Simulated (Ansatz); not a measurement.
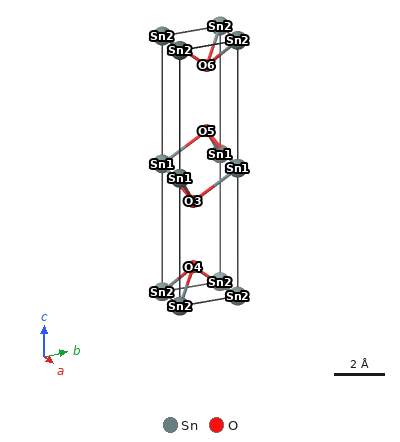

Figure 1. The structure as given in the input (ball-and-stick view of the cell of the calculation, seen slightly off an axis; atoms are numbered from 1 in the order of the input).

# SnO₂: a changed input and its effect

System: SnO₂ (P6₃/mmc, 6 atoms in the cell).
Method of run A: DFT PBE+D3(BJ), scalar-relativistic, plane waves, PAW, no spin polarisation (Ansatz 0.2.0).

The structure derives from a Materials Project entry. Text and figures count atoms from 1; the logs count them from 0 in places.

### The input, run A
```yaml
crystal:
  lattice:
    - [3.1838236891, 0.0, 0.0]
    - [-1.5919118445, 2.757272196, 0.0]
    - [0.0, 0.0, 10.5113939096]
  atoms:
    - { symbol: Sn, position: [0.0, 0.0, 0.5] }
    - { symbol: Sn, position: [0.0, 0.0, 0.0] }
    - { symbol: O, position: [0.6666666667, 0.3333333333, 0.3775959558] }
    - { symbol: O, position: [0.6666666667, 0.3333333333, 0.1224040442] }
    - { symbol: O, position: [0.3333333333, 0.6666666667, 0.6224040442] }
    - { symbol: O, position: [0.3333333333, 0.6666666667, 0.8775959558] }
basis:
  ecutwfc: 520.0
kpoints:
  mp_grid: { grid: [12, 12, 4] }
hamiltonian:
  xc: pbe
  dispersion: d3bj
scf:
  occupations: { method: gaussian, width: 0.05 }
output:
  forces: true
  stress: true
  eigenvalues: true
```

Launched with:
```bash
ansatz run input.yaml --threads 1 --pin off --max-ram 2048MiB --backend cpu --events-out ev --progress --plain --runs-dir out
```

Hardware: 1 thread of AMD EPYC (Zen 5), 10 GiB of memory available, shared host.

### Output, shortened to warnings, some set-up lines, iterations and results (run A)
```
Basis set: ecut = 520 eV, 2445 PW (Γ), exchange–correlation on 48×48×160 points (8 copies of the dense FFT grid, shifted against one another)
Symmetry: 24 space group operations
k-points: 57 of 576
Initial density: superposition of atomic densities (neutral atoms: chi_scale 0, normalization atom), corrected by the library's trained network
[...]
SCF iter   1: F=—  HF=-14316.293860 eV  |F-HF|=—  |Δ(HF+E_count)|=         —  Δρ=2.99e-3  dr2=8.31e-3  ethr=1.77e-3  ⟨swp⟩=6.6  Hψ=8262  notcnv=0
SCF iter   2: F=—  HF=-14316.293114 eV  |F-HF|=—  |Δ(HF+E_count)|=   7.45e-4  Δρ=1.48e-3  dr2=7.90e-4  ethr=1.60e-5  ⟨swp⟩=2.1  Hψ=3727  notcnv=0  defer=12
SCF iter   3: F=—  HF=-14316.293309 eV  |F-HF|=—  |Δ(HF+E_count)|=   1.95e-4  Δρ=6.12e-4  dr2=2.07e-4  ethr=1.52e-6  ⟨swp⟩=2.1  Hψ=2463  notcnv=0  defer=5
SCF iter   4: F=—  HF=-14316.293479 eV  |F-HF|=—  |Δ(HF+E_count)|=   1.70e-4  Δρ=1.11e-4  dr2=9.42e-6  ethr=3.98e-7  ⟨swp⟩=2.0  Hψ=2396  notcnv=0  defer=5
SCF iter   5: F=—  HF=-14316.293333 eV  |F-HF|=—  |Δ(HF+E_count)|=   1.46e-4  Δρ=3.89e-5  dr2=1.28e-6  ethr=1.81e-8  ⟨swp⟩=2.0  Hψ=3194  notcnv=0  defer=5
SCF iter   6: F=—  HF=-14316.293335 eV  |F-HF|=—  |Δ(HF+E_count)|=   1.66e-6  Δρ=1.27e-5  dr2=1.42e-7  ethr=2.47e-9  ⟨swp⟩=2.1  Hψ=2564  notcnv=0  defer=5
SCF iter   7: F=-14316.293335 eV  HF=-14316.293335 eV  |F-HF|=3.24e-9  |Δ(HF+E_count)|=   4.16e-8  Δρ=1.91e-6  dr2=2.41e-9  ethr=1.92e-10  ⟨swp⟩=9.0  Hψ=8060  notcnv=0
SCF 1 converged in 7 iterations: F = -14316.293335 eV  dr2 = 2.41e-9
SCF converged after 7 iterations
Free energy (F): -14316.293335 eV
Harris-Foulkes:  -14316.293335 eV  (|F-HF|=3.24e-9)
Internal energy: -14316.293335 eV  (E = F + TS)
E sigma→0 (E₀):  -14316.293335 eV
Fermi energy:    6.116318 eV
--- Per-component energies (eV) ---
  E_band       = -304.823637
  E_kinetic    = 1059.216339
  E_local      = -3890.505002  (includes V_loc(G=0)·N_el)
  E_nonlocal   = 131.034421
  E_hartree    = 1914.291825
  E_xc         = -1051.629030
  E_vxc        = -558.667067  (∫ρ·V_xc dr)
  E_paw        = -8917.594889  (= ΣΔE_a)
  E_vpaw       = -874.489380  (= ΣTr[D̂ρ^β])
  E_aug_tail   = 0.002825  (compensation charges beyond the density's cutoff)
  E_ewald      = -3560.118292
  E_disp       = -0.991532  (pairwise vdW)
  E_smearing   = -0.000000  (= −TS)
  E_closure    = 0.000000  (closes the sum)
  Σ components = -14316.293335   (vs F -14316.293335, Δ=0.00e0)
--- Forces (eV/Å), atoms counted from 1 ---
  atom   1  Sn    -0.00000000     0.00000000     0.00000000
  atom   2  Sn     0.00000000    -0.00000000     0.00000000
  atom   3  O     -0.00000000    -0.00000000     3.10540948
  atom   4  O     -0.00000000    -0.00000000    -3.10540948
  atom   5  O      0.00000000     0.00000000    -3.10540948
  atom   6  O      0.00000000     0.00000000     3.10540948
  max |Σ_I F_I| component: 1.85e-17 eV/Å
--- Stress (GPa, compression-positive) ---
       -7.948340      -0.000000       0.000000
       -0.000000      -7.948340       0.000000
        0.000000       0.000000     -24.666607
  P = ⅓ Tr σ = -13.5211 GPa (-135.211 kbar)
```

For run B the input was changed thus:
```diff
-    - { symbol: O, position: [0.6666666667, 0.3333333333, 0.3775959558] }
-    - { symbol: O, position: [0.6666666667, 0.3333333333, 0.1224040442] }
-    - { symbol: O, position: [0.3333333333, 0.6666666667, 0.6224040442] }
-    - { symbol: O, position: [0.3333333333, 0.6666666667, 0.8775959558] }
+    - { symbol: O, position: [0.6666666667, 0.3333333333, 0.3824347919] }
+    - { symbol: O, position: [0.6666666667, 0.3333333333, 0.1175652081] }
+    - { symbol: O, position: [0.3333333333, 0.6666666667, 0.6175652081] }
+    - { symbol: O, position: [0.3333333333, 0.6666666667, 0.8824347919] }
```

What does this change do to the results?

With the same functional and potentials, run B lies 96.5 meV per atom lower. The gap on the mesh goes from 1.44 to 1.65 eV. The pressure goes from −13.52 to −11.32 GPa. The largest force goes from 3.105 to 2.581 eV/Å. The number of SCF iterations is the same.

### Output, shortened to warnings, some set-up lines, iterations and results (run B)
```
Basis set: ecut = 520 eV, 2445 PW (Γ), exchange–correlation on 48×48×160 points (8 copies of the dense FFT grid, shifted against one another)
Symmetry: 24 space group operations
k-points: 57 of 576
Initial density: superposition of atomic densities (neutral atoms: chi_scale 0, normalization atom), corrected by the library's trained network
[...]
SCF iter   1: F=—  HF=-14316.871936 eV  |F-HF|=—  |Δ(HF+E_count)|=         —  Δρ=2.70e-3  dr2=6.82e-3  ethr=1.77e-3  ⟨swp⟩=6.8  Hψ=8303  notcnv=0
SCF iter   2: F=—  HF=-14316.872182 eV  |F-HF|=—  |Δ(HF+E_count)|=   2.45e-4  Δρ=1.37e-3  dr2=7.53e-4  ethr=1.31e-5  ⟨swp⟩=2.2  Hψ=3813  notcnv=0  defer=10
SCF iter   3: F=—  HF=-14316.872410 eV  |F-HF|=—  |Δ(HF+E_count)|=   2.29e-4  Δρ=5.48e-4  dr2=1.91e-4  ethr=1.45e-6  ⟨swp⟩=2.0  Hψ=2301  notcnv=0  defer=3
SCF iter   4: F=—  HF=-14316.872560 eV  |F-HF|=—  |Δ(HF+E_count)|=   1.49e-4  Δρ=9.90e-5  dr2=7.43e-6  ethr=3.67e-7  ⟨swp⟩=2.0  Hψ=2396  notcnv=0  defer=3
SCF iter   5: F=—  HF=-14316.872513 eV  |F-HF|=—  |Δ(HF+E_count)|=   4.68e-5  Δρ=3.66e-5  dr2=8.89e-7  ethr=1.43e-8  ⟨swp⟩=2.0  Hψ=3194  notcnv=0  defer=3
SCF iter   6: F=—  HF=-14316.872513 eV  |F-HF|=—  |Δ(HF+E_count)|=   3.02e-7  Δρ=1.19e-5  dr2=1.09e-7  ethr=1.71e-9  ⟨swp⟩=2.0  Hψ=3186  notcnv=0  defer=3
SCF iter   7: F=-14316.872513 eV  HF=-14316.872513 eV  |F-HF|=1.45e-9  |Δ(HF+E_count)|=   5.36e-8  Δρ=2.50e-6  dr2=2.89e-9  ethr=1.92e-10  ⟨swp⟩=9.2  Hψ=8164  notcnv=0
SCF 1 converged in 7 iterations: F = -14316.872513 eV  dr2 = 2.89e-9
SCF converged after 7 iterations
Free energy (F): -14316.872513 eV
Harris-Foulkes:  -14316.872513 eV  (|F-HF|=1.45e-9)
Internal energy: -14316.872513 eV  (E = F + TS)
E sigma→0 (E₀):  -14316.872513 eV
Fermi energy:    6.156187 eV
--- Per-component energies (eV) ---
  E_band       = -306.920607
  E_kinetic    = 1062.439530
  E_local      = -4028.935964  (includes V_loc(G=0)·N_el)
  E_nonlocal   = 131.402082
  E_hartree    = 1982.154539
  E_xc         = -1052.196532
  E_vxc        = -559.528157  (∫ρ·V_xc dr)
  E_paw        = -8919.126498  (= ΣΔE_a)
  E_vpaw       = -876.609992  (= ΣTr[D̂ρ^β])
  E_aug_tail   = 0.002888  (compensation charges beyond the density's cutoff)
  E_ewald      = -3491.621929
  E_disp       = -0.990629  (pairwise vdW)
  E_smearing   = -0.000000  (= −TS)
  E_closure    = 0.000000  (closes the sum)
  Σ components = -14316.872513   (vs F -14316.872513, Δ=0.00e0)
--- Forces (eV/Å), atoms counted from 1 ---
  atom   1  Sn    -0.00000000    -0.00000000     0.00000000
  atom   2  Sn    -0.00000000    -0.00000000     0.00000000
  atom   3  O     -0.00000000    -0.00000000     2.58100485
  atom   4  O     -0.00000000    -0.00000000    -2.58100485
  atom   5  O      0.00000000     0.00000000    -2.58100485
  atom   6  O      0.00000000     0.00000000     2.58100485
  max |Σ_I F_I| component: 1.85e-17 eV/Å
--- Stress (GPa, compression-positive) ---
       -6.900841       0.000000       0.000000
       -0.000000      -6.900841       0.000000
        0.000000       0.000000     -20.150765
  P = ⅓ Tr σ = -11.3175 GPa (-113.175 kbar)
```

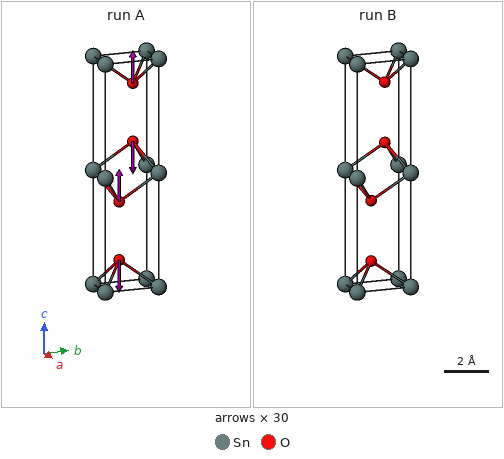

Figure 2. The two input geometries at one scale (ball-and-stick view of the cell of the calculation, seen slightly off an axis). The pink arrows on the first give the shifts of the atoms relative to the cell, with their mean removed, magnified 30 times. The largest moves, 0.051 Å, are those of O atoms. Sn stays in place. (The mean shift of all atoms is removed.) The cell doesn't change. Among the contacts that change: O–Sn 2.244 → 2.215 Å.

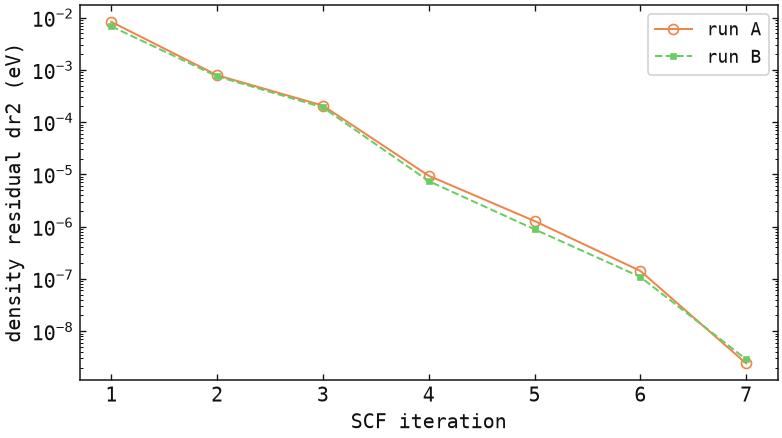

Figure 3. Convergence of the two runs: density residual dr2 against the SCF iteration. Run A takes 7 iterations in all, and run B takes 7.

### The two runs side by side

| quantity | run A | run B |
| --- | --- | --- |
| outcome | converged | converged |
| free energy per atom (eV) | −2386.0489 | −2386.1454 |
| gap on the mesh (eV) | 1.44 | 1.65 |
| pressure (GPa) | −13.52 | −11.32 |
| largest force (eV/Å) | 3.105 | 2.581 |
| SCF iterations | 7 | 7 |
| irreducible k-points | 57 | 57 |
| plane waves at Γ | 2445 | 2445 |
| wall time (shared host) | 3.2 s | 3.2 s |
